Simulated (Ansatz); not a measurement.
The cell of KMgF₃ in space group Pm-3m. Origin of the cell: the end point of a relaxation with DFT, r2SCAN, plane waves, PAW in Ansatz 0.2.0.

```xyz
5
Lattice="3.9802 0.0000 0.0000 0.0000 3.9802 0.0000 0.0000 0.0000 3.9802" Properties=species:S:1:pos:R:3 pbc="T T T"
K     1.9901    1.9901    1.9901
Mg    0.0000    0.0000    0.0000
F     1.9901    0.0000    0.0000
F     0.0000    1.9901    0.0000
F     0.0000    0.0000    1.9901
```

Bond valence s = exp((R0 − d)/b), R0 fitted to published crystal structures with b = 0.37 Å, summed over all anions within 5 Å; R0 in Å: K+–F 1.971; Mg2+–F 1.573.

Calculate the bond-valence sums (anions within 5 Å).

| site | x, y, z | formal valence | bond-valence sum | difference |
| --- | --- | --- | --- | --- |
| K1 | 0.500, 0.500, 0.500 | +1 | 1.24 | 0.24 |
| Mg1 | 0.000, 0.000, 0.000 | +2 | 1.95 | -0.05 |
| F1 | 0.500, 0.000, 0.000 | −1 | 1.06 | 0.06 |

The global instability index (root mean square of the differences over all atoms) is 0.12 v.u.: moderate strain, common in real structures.

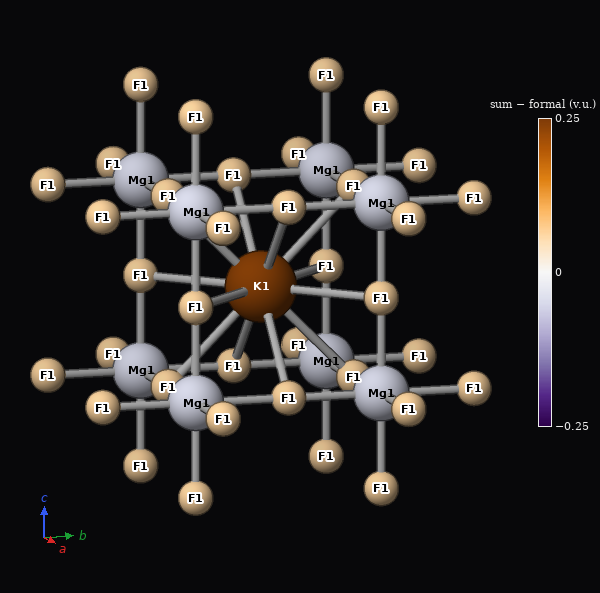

Atoms coloured by sum less the size of the formal valence, view slightly off an axis.
